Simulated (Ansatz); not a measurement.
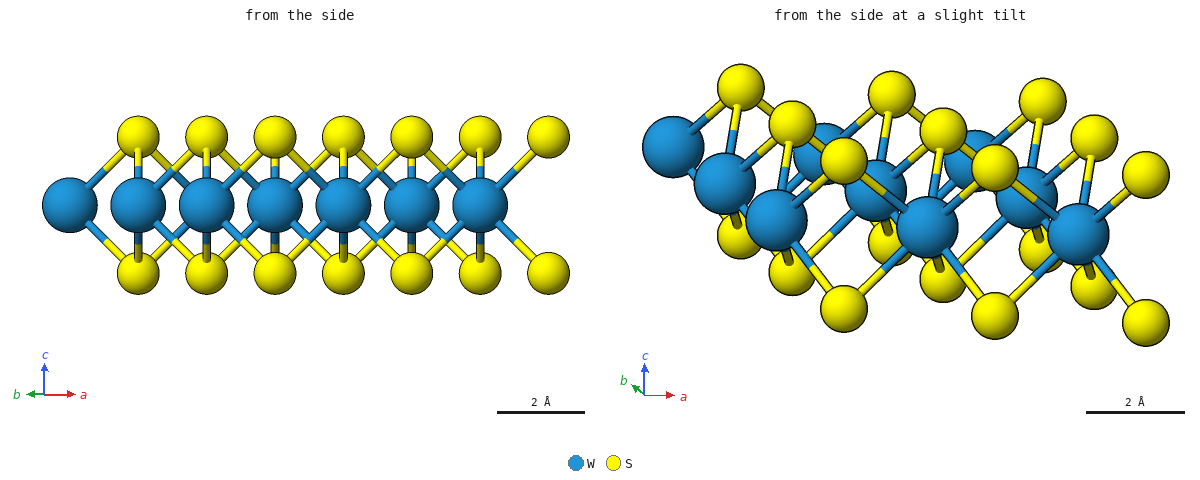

A ball-and-stick picture of a periodic sheet, seen from the side and from the side at a slight tilt. The surface normal points up in side views; the vacuum is left out. 3×3 cells are drawn in the plane, with atoms at the edges repeated.

The cell holds 1 W, 2 S.

### What is exposed at the top and at the bottom?

The top face ends in S, the bottom face in S. The two faces are alike.

### How far apart are the outermost atoms along the normal?

About 3.1 Å from the lowest to the highest atom.

### Count the planes and say what each contains, starting at the top.

Three planes: S / W / S.

### Describe the bonding.

W bonds to six S in a trigonal prismatic arrangement at about 2.4 Å. Each S atom is coordinated by three W in a trigonal pyramidal arrangement at about 2.4 Å. Not all metal-metal contacts are counted. The bonds build WS2 layers parallel to the surface.

The structure was taken from a structure listed in the Materials Project. The cell was then strained or its atoms displaced on purpose. The atoms were relaxed in a fixed cell with DFT PBEsol, scalar-relativistic, plane waves, PAW in Ansatz.
